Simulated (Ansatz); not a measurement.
**HC8 (slab): density, localisation and related maps**

```xyz
9
Lattice="2.4655 0.0000 0.0000 -1.2328 2.1341 0.0000 0.0000 0.0000 29.1985" Properties=species:S:1:pos:R:3 pbc="T T T"
C     0.0000    0.3556    8.5000
C     0.0000    1.7786    8.5000
C     1.2328    0.3556   11.8996
C     1.2328    1.7786   11.8996
C     0.0000    0.3408   15.1923
C     0.0000    1.7934   15.1923
C     1.2328    0.3567   18.4850
C     1.2328    1.7774   18.4850
H     0.0000    1.0671   16.2881
```

Computed without spin polarisation.

The calculation used Ansatz 0.2.0, DFT PBE+D3(BJ), scalar-relativistic, plane waves, PAW.

The density is the valence pseudo-density of a PAW calculation; it isn't the true density close to the nuclei.

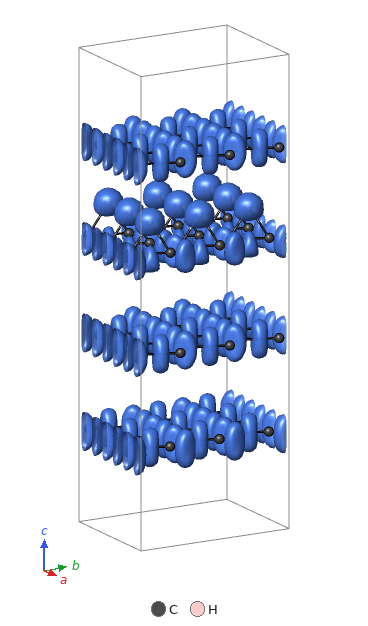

Figure 1. Isosurface of the ELF at 0.8 (blue), seen slightly off an axis. Core shells and regions of very low density are left out. Sticks mark near contacts.

Describe the localisation domains.

The ELF exceeds this value in twelve regions between bonded C–C atoms and one region around a hydrogen nucleus, counted in one cell of 9 atoms. Counts are for one cell; the picture repeats the cell along the surface. Profiles from the grid: C–H (1.31 Å): the ELF climbs to about 1 towards the hydrogen, as it does in any bond to H. C–C (1.41 Å): the ELF peaks at about 0.95 between the atoms.

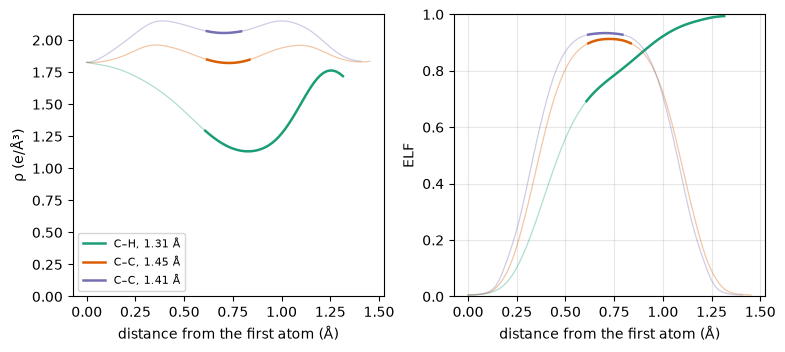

Figure 2. Valence charge density (pseudo) and ELF along straight lines between neighbouring atoms. Thin, pale parts lie inside the atomic spheres.

Compare the contacts.

C–H (1.31 Å): the density is about 1.2 e/Å³ at the midpoint; the ELF climbs to about 1 towards the hydrogen.
C–C (1.45 Å): ρ at the midpoint is about 1.8 e/Å³; the ELF peaks at about 0.90 between the atoms.
C–C (1.41 Å): the density is about 2.1 e/Å³ at the midpoint; the ELF peaks at about 0.95 between the atoms.

Does the calculation give a band gap?

It is metallic or semimetallic at this level of theory: no gap opens.
